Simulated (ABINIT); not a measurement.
## WS$_{2}$: oneshot calculation (part 2 of 2)

Continued. System: WS$_{2}$ (3 atoms in the cell). Method: Kohn-Sham DFT of a periodic cell, PBEsol, PseudoDojo NC SR PBEsol v0.4.1 standard (ABINIT 10.8.3); cutoff 843.55 eV, 6×6×6 k-mesh, fixed occupations. The structure derives from an entry of the Crystallography Open Database. The run did not end well.

Geometry of the input (Å; fractional positions):
```
1.5790  0.9116  6.1633
-1.5790  0.9116  6.1633
0.0000  -1.8233  6.1633
W  0.0000  0.0000  0.0000
S  0.5810  0.5810  0.5810
S  0.7503  0.7503  0.7503
```

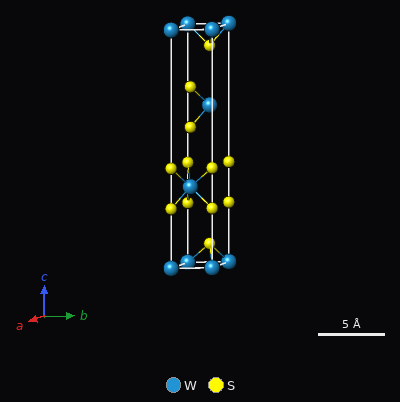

The structure as given in the input (ball-and-stick view of the cell 3 times as large as that of the calculation, set on its symmetry axes, seen slightly off an axis). An atom can appear more than once, as a periodic image.

What the program printed, continued:
```
--- !ResultsGS
iteration_state: {dtset: 1, }
comment   : Summary of ground state results
lattice_vectors:
- [  2.9838776,   1.7227425,  11.6470120, ]
- [ -2.9838776,   1.7227425,  11.6470120, ]
- [  0.0000000,  -3.4454850,  11.6470120, ]
lattice_lengths: [  12.14596,   12.14596,   12.14596, ]
lattice_angles: [ 28.443,  28.443,  28.443, ] # degrees, (23, 13, 12)
lattice_volume:   3.5922549E+02
convergence: {deltae: -1.052E-12, res2:  5.765E-13, residm:  1.109E-13, diffor: null, }
etotal    :  -9.79643631E+01
entropy   :   0.00000000E+00
fermie    :   3.47660377E-01
cartesian_stress_tensor: # hartree/bohr^3
- [  3.44226240E-05,   0.00000000E+00,   0.00000000E+00, ]
- [  0.00000000E+00,   3.44226238E-05,  -3.17329436E-14, ]
- [  0.00000000E+00,  -3.17329436E-14,  -1.40356638E-06, ]
pressure_GPa:  -6.6140E-01
xred      :
- [  0.0000E+00,   0.0000E+00,   0.0000E+00,  W]
- [  5.8100E-01,   5.8100E-01,   5.8100E-01,  S]
- [  7.5030E-01,   7.5030E-01,   7.5030E-01,  S]
cartesian_forces: # hartree/bohr
- [  1.30784645E-18,  -6.91348197E-19,  -1.16170149E-02, ]
- [ -9.50057502E-19,   9.24290422E-19,   6.94586959E-03, ]
- [ -3.57788946E-19,  -2.32942225E-19,   4.67114532E-03, ]
force_length_stats: {min:   4.67114532E-03, max:   1.16170149E-02, mean:   7.74467661E-03, }
...

 Integrated electronic density in atomic spheres:
 ------------------------------------------------
 Atom  Sphere_radius  Integrated_density
    1        2.00000         10.15724192
    2        2.00000          3.94085118
    3        2.00000          3.95818405
================================================================================

 ----iterations are completed or convergence reached----

 Mean square residual over all n,k,spin=   27.680E-17; max=  11.093E-14
 reduced coordinates (array xred) for    3 atoms
       0.000000000000      0.000000000000      0.000000000000
       0.581000000000      0.581000000000      0.581000000000
       0.750300000000      0.750300000000      0.750300000000
 rms dE/dt=  9.6283E-02; max dE/dt=  1.3530E-01; dE/dt below (all hartree)
    1       0.135303459741      0.135303459741      0.135303459741
    2      -0.080898679142     -0.080898679142     -0.080898679142
    3      -0.054404938259     -0.054404938259     -0.054404938259

 cartesian coordinates (angstrom) at end:
    1      0.00000000000000     0.00000000000000     0.00000000000000
    2     -0.00000000000000     0.00000000005810    10.74268999994190
    3      0.00000000000000     0.00000000007503    13.87304699992497

 cartesian forces (hartree/bohr) at end:
    1      0.00000000000000    -0.00000000000000    -0.01161701490750
    2     -0.00000000000000     0.00000000000000     0.00694586958712
    3     -0.00000000000000    -0.00000000000000     0.00467114532039
 frms,max,avg= 4.7728368E-03 1.1617015E-02   0.000E+00  0.000E+00  4.512E-09 h/b

 cartesian forces (eV/Angstrom) at end:
    1      0.00000000000000    -0.00000000000000    -0.59737092485222
    2     -0.00000000000000     0.00000000000000     0.35717097483270
    3     -0.00000000000000    -0.00000000000000     0.24019995001952
 frms,max,avg= 2.4542914E-01 5.9737092E-01   0.000E+00  0.000E+00  2.320E-07 e/A
 length scales=  1.889726125908  1.889726125908  1.889726125908 bohr
              =  1.000000000000  1.000000000000  1.000000000000 angstroms
 Fermi (or HOMO) energy (hartree) =   0.34766   Average Vxc (hartree)=  -0.41674
 Eigenvalues (hartree) for nkpt=  32  k points:
 kpt#   1, nband= 13, wtk=  0.00463, kpt=  0.0000  0.0000  0.0000 (reduced coord)
  -2.39482   -1.08170   -1.07465   -1.07465   -0.22835   -0.15429    0.06452    0.21711
   0.21711    0.26324    0.26324    0.29007    0.30234
 prteigrs : prtvol=0 or 1, do not print more k-points.

--- !EnergyTerms
iteration_state     : {dtset: 1, }
comment             : Components of total free energy in Hartree
kinetic             :  2.81110961246204E+01
hartree             :  2.57514466784288E+01
xc                  : -2.28161224611682E+01
Ewald energy        : -5.99631140346701E+01
psp_core            :  2.09537632828729E+00
local_psp           : -8.68280816484310E+01
non_local_psp       :  1.56850358892031E+01
total_energy        : -9.79643631237298E+01
total_energy_eV     : -2.66574612330135E+03
band_energy         : -9.05955000022378E+00
...

 Cartesian components of stress tensor (hartree/bohr^3)
  sigma(1 1)=  3.44226240E-05  sigma(3 2)= -3.17329436E-14
  sigma(2 2)=  3.44226238E-05  sigma(3 1)=  0.00000000E+00
  sigma(3 3)= -1.40356638E-06  sigma(2 1)=  0.00000000E+00

-Cartesian components of stress tensor (GPa)         [Pressure= -6.6140E-01 GPa]
- sigma(1 1)=  1.01274856E+00  sigma(3 2)= -9.33615434E-10
- sigma(2 2)=  1.01274856E+00  sigma(3 1)=  0.00000000E+00
- sigma(3 3)= -4.12943485E-02  sigma(2 1)=  0.00000000E+00

================================================================================
== DATASET  2 ==================================================================

--- !DatasetInfo
iteration_state: {dtset: 2, }
dimensions: {natom: 3, nkpt: 32, mband: 25, nsppol: 1, nspinor: 1, nspden: 1, mpw: 2988, }
cutoff_energies: {ecut:  31.0, pawecutdg:  -1.0, }
electrons: {nelect:   2.60000000E+01, charge:   0.00000000E+00, occopt:   1.00000000E+00, tsmear:   1.00000000E-02, }
meta: {optdriver: 0, ionmov: 0, optcell: 0, iscf: -2, paral_kgb: 0, }
...

 mkfilename : getden/=0, take file _DEN from output of DATASET   1.

 Real(R)+Recip(G) space primitive vectors, cartesian coordinates (Bohr,Bohr^-1):
 R(1)=  2.9838776  1.7227425 11.6470120  G(1)=  0.1675672  0.0967450  0.0286196
 R(2)= -2.9838776  1.7227425 11.6470120  G(2)= -0.1675672  0.0967450  0.0286196
 R(3)=  0.0000000 -3.4454850 11.6470120  G(3)=  0.0000000 -0.1934899  0.0286196
 Unit cell volume ucvol=  3.5922549E+02 bohr^3
 Angles (23,13,12)=  2.84426739E+01  2.84426739E+01  2.84426739E+01 degrees

 getcut: wavevector=  0.0000  0.0000  0.0000  ngfft=  64  64  64
         ecut(hartree)=     31.000   => boxcut(ratio)=   2.10245
--------------------------------------------------------------------------------

================================================================================
 Non-SCF case, kpt    1 (  0.00000  0.00000  0.00000), residuals and eigenvalues=
  3.80E-13  1.70E-13  2.30E-13  1.85E-13  3.41E-13  3.47E-13  4.43E-13  6.84E-13
  2.33E-13  2.42E-13  3.45E-13  6.48E-13  1.93E-13  6.83E-13  7.21E-13  4.65E-13
  6.52E-13  9.86E-13  5.62E-13  8.11E-13  3.55E-13  9.67E-13  3.98E-10  2.91E-10
  1.43E-08
 -2.3948E+00 -1.0817E+00 -1.0747E+00 -1.0747E+00 -2.2835E-01 -1.5429E-01
  6.4519E-02  2.1711E-01  2.1711E-01  2.6324E-01  2.6324E-01  2.9007E-01
  3.0234E-01  4.2759E-01  4.2759E-01  4.4093E-01  4.4093E-01  5.1708E-01
  6.2930E-01  6.5462E-01  7.0967E-01  7.0967E-01  7.8044E-01  7.8044E-01
  8.1429E-01
 prteigrs : prtvol=0 or 1, do not print more k-points.

--- !ResultsGS
iteration_state: {dtset: 2, }
comment   : Summary of ground state results
lattice_vectors:
- [  2.9838776,   1.7227425,  11.6470120, ]
- [ -2.9838776,   1.7227425,  11.6470120, ]
- [  0.0000000,  -3.4454850,  11.6470120, ]
lattice_lengths: [  12.14596,   12.14596,   12.14596, ]
lattice_angles: [ 28.443,  28.443,  28.443, ] # degrees, (23, 13, 12)
lattice_volume:   3.5922549E+02
convergence: {deltae:  0.000E+00, res2:  0.000E+00, residm:  9.979E-13, diffor:  0.000E+00, }
etotal    :  -9.79643631E+01
entropy   :   0.00000000E+00
fermie    :   3.47660377E-01
cartesian_stress_tensor: null
pressure_GPa: null
xred      :
- [  0.0000E+00,   0.0000E+00,   0.0000E+00,  W]
- [  5.8100E-01,   5.8100E-01,   5.8100E-01,  S]
- [  7.5030E-01,   7.5030E-01,   7.5030E-01,  S]
cartesian_forces: null
force_length_stats: {min: null, max: null, mean: null, }
...

 Integrated electronic density in atomic spheres:
 ------------------------------------------------
 Atom  Sphere_radius  Integrated_density
    1        2.00000         10.15724192
    2        2.00000          3.94085118
    3        2.00000          3.95818405
================================================================================

 ----iterations are completed or convergence reached----

 Mean square residual over all n,k,spin=   54.171E-14; max=  99.786E-14
 reduced coordinates (array xred) for    3 atoms
       0.000000000000      0.000000000000      0.000000000000
       0.581000000000      0.581000000000      0.581000000000
       0.750300000000      0.750300000000      0.750300000000

 cartesian coordinates (angstrom) at end:
    1      0.00000000000000     0.00000000000000     0.00000000000000
    2     -0.00000000000000     0.00000000005810    10.74268999994190
    3      0.00000000000000     0.00000000007503    13.87304699992497
 length scales=  1.889726125908  1.889726125908  1.889726125908 bohr
              =  1.000000000000  1.000000000000  1.000000000000 angstroms
 Eigenvalues (hartree) for nkpt=  32  k points:
 kpt#   1, nband= 25, wtk=  0.00463, kpt=  0.0000  0.0000  0.0000 (reduced coord)
  -2.39482   -1.08170   -1.07465   -1.07465   -0.22835   -0.15429    0.06452    0.21711
   0.21711    0.26324    0.26324    0.29007    0.30234    0.42759    0.42759    0.44093
   0.44093    0.51708    0.62930    0.65462    0.70967    0.70967    0.78044    0.78044
   0.81429
 prteigrs : prtvol=0 or 1, do not print more k-points.

================================================================================
== DATASET  3 ==================================================================

--- !DatasetInfo
iteration_state: {dtset: 3, }
dimensions: {natom: 3, nkpt: 32, mband: 21, nsppol: 1, nspinor: 1, nspden: 1, mpw: 2988, }
cutoff_energies: {ecut:  31.0, pawecutdg:  -1.0, }
electrons: {nelect:   2.60000000E+01, charge:   0.00000000E+00, occopt:   1.00000000E+00, tsmear:   1.00000000E-02, }
meta: {optdriver: 4, gwcalctyp: 15, }
...

 mkfilename : getwfk/=0, take file _WFK from output of DATASET   2.

 mkfilename : getden/=0, take file _DEN from output of DATASET   1.

 SIGMA: Calculation of the GW corrections

 Based on a program developped by R.W. Godby, V. Olevano, G. Onida, and L. Reining.
 Incorporated in ABINIT by V. Olevano, G.-M. Rignanese, and M. Torrent.

 Real(R)+Recip(G) space primitive vectors, cartesian coordinates (Bohr,Bohr^-1):
 R(1)=  2.9838776  1.7227425 11.6470120  G(1)=  0.1675672  0.0967450  0.0286196
 R(2)= -2.9838776  1.7227425 11.6470120  G(2)= -0.1675672  0.0967450  0.0286196
 R(3)=  0.0000000 -3.4454850 11.6470120  G(3)=  0.0000000 -0.1934899  0.0286196
 Unit cell volume ucvol=  3.5922549E+02 bohr^3
 Angles (23,13,12)=  2.84426739E+01  2.84426739E+01  2.84426739E+01 degrees

--- Pseudopotential description ------------------------------------------------
- pspini: atom type   1  psp file is ./W.upf
  74.00000  14.00000  180301                  znucl, zion, pspdat
12 -116133 3 -1 1396                          pspcod,pspxc,lmax,lloc,mmax
     nproj     2     2     2     2

- pspini: atom type   2  psp file is ./S.upf
  16.00000   6.00000  180301                  znucl, zion, pspdat
12 -116133 2 -1 1146                          pspcod,pspxc,lmax,lloc,mmax
     nproj     2     2     2     0

--------------------------------------------------------------------------------

 ==== K-mesh for the wavefunctions ====
 Number of points in the irreducible wedge :    32
 Reduced coordinates and weights :

     1)     0.00000000E+00  0.00000000E+00  0.00000000E+00       0.00463
     2)     1.66666667E-01  0.00000000E+00  0.00000000E+00       0.02778
     3)     3.33333333E-01  0.00000000E+00  0.00000000E+00       0.02778
     4)     5.00000000E-01  0.00000000E+00  0.00000000E+00       0.01389
   [... 28 further points ...]

 Together with  6 symmetry operations and time-reversal symmetry
 yields   216 points in the full Brillouin Zone.

 ==== Q-mesh for screening function ====
 Number of points in the irreducible wedge :    32
 Reduced coordinates and weights :

     1)     0.00000000E+00  0.00000000E+00  0.00000000E+00       0.00463
     2)     1.66666667E-01  0.00000000E+00  0.00000000E+00       0.02778
     3)     3.33333333E-01  0.00000000E+00  0.00000000E+00       0.02778
     4)     5.00000000E-01  0.00000000E+00  0.00000000E+00       0.01389
   [... 28 further points ...]

 Together with  6 symmetry operations and time-reversal symmetry
 yields   216 points in the full Brillouin Zone.

 vcoul_init : cutoff-mode = AUXILIARY_FUNCTION
 q-points for optical limit:   1
     1)      0.000010    0.000020    0.000030
 Number of electrons calculated from density =   26.0000; Expected =   26.0000
 average of density, n =  0.072378
 r_s =    1.4886
 omega_plasma =   25.9513 [eV]

 rdqps: reading QP wavefunctions of the previous step
        looking for file runi_DS3_QPS
 file not found, 1st iteration initialized with KS eigenelements

 Number of electrons calculated from density =   26.0000; Expected =   26.0000
 average of density, n =  0.072378
 r_s =    1.4886
 omega_plasma =   25.9513 [eV]

--------------------------------------------------------------------------------

 QP results after the unitary transformation in the KS subspace:

  Number of electrons    =   26.0000

  QP Band energy    [Ha] = -9.05954996781197E+00
  QP Hartree energy [Ha] =  2.57514463740623E+01

--------------------------------------------------------------------------------

 === KS Band Gaps ===
  >>>> For spin  1
   Minimum direct gap =   1.8841 [eV], located at k-point      :  -0.1667  0.5000  0.1667
   Fundamental gap    =   0.9766 [eV], Top of valence bands at :   0.5000  0.5000  0.5000
                                       Bottom of conduction at :  -0.1667  0.1667  0.0000
 SIGMA fundamental parameters:
 Hartree-Fock
 number of plane-waves for SigmaX                 2963
 number of plane-waves for SigmaC and W              1
 number of plane-waves for wavefunctions          2963
 number of bands                                    21
 number of independent spin polarizations            1
 number of spinorial components                      1
 number of k-points in IBZ                          32
 number of q-points in IBZ                          32
 number of symmetry operations                       6
 number of k-points in BZ                          216
 number of q-points in BZ                          216
 number of frequencies for dSigma/dE                 1
 frequency step for dSigma/dE [eV]                0.00
```
